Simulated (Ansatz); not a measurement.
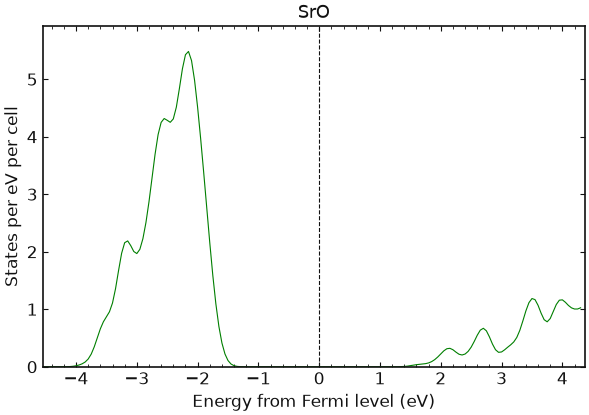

Density of states. Energies are counted from the Fermi level. The curve is built from the levels of the k mesh with Gaussians 0.3 eV wide, which also blur the band edges.

This input was run:

```
crystal:
  lattice:
    - [0.0285068023, 2.5826002049, 2.5826002049]
    - [2.5826002049, 0.0285068023, 2.5826002049]
    - [2.5826002049, 2.5826002049, 0.0285068023]
  atoms:
    - { symbol: Sr, position: [0.0, 0.0, 0.0] }
    - { symbol: O, position: [0.5, 0.5, 0.5] }
kpoints:
  mp_grid: { grid: [8, 8, 8] }
  band_path:
    path:
      - [0.0, 0.0, 0.0]
      - [0.5, 0.0, 0.5]
      - [0.625, 0.25, 0.625]
      - [0.375, 0.375, 0.75]
      - [0.5, 0.5, 0.5]
      - [0.5, 0.25, 0.75]
      - [0.0, 0.5, 0.5]
    npoints: 1
hamiltonian:
  xc: pbe
scf:
  occupations: { method: fermi_dirac, width: 0.02 }
  n_extra_bands: 4
output:
  forces: true
  stress: true
  eigenvalues: true
```

Run as:
```bash
ansatz run input.yaml --threads 2 --pin off --max-ram 20275MiB --backend cpu --events-out ev --progress --plain --runs-dir out
```

Is there a gap at the Fermi level, and how wide?

There is a gap; over the k points computed it is 3.30 eV (indirect; the smallest direct gap is 3.37 eV).

How wide is the upper valence band?

The upper group of valence states starts about 2.2 eV under the valence-band top (which lies at −1.6 eV on this axis), with a gap beneath it; it holds about 6 electrons a cell.
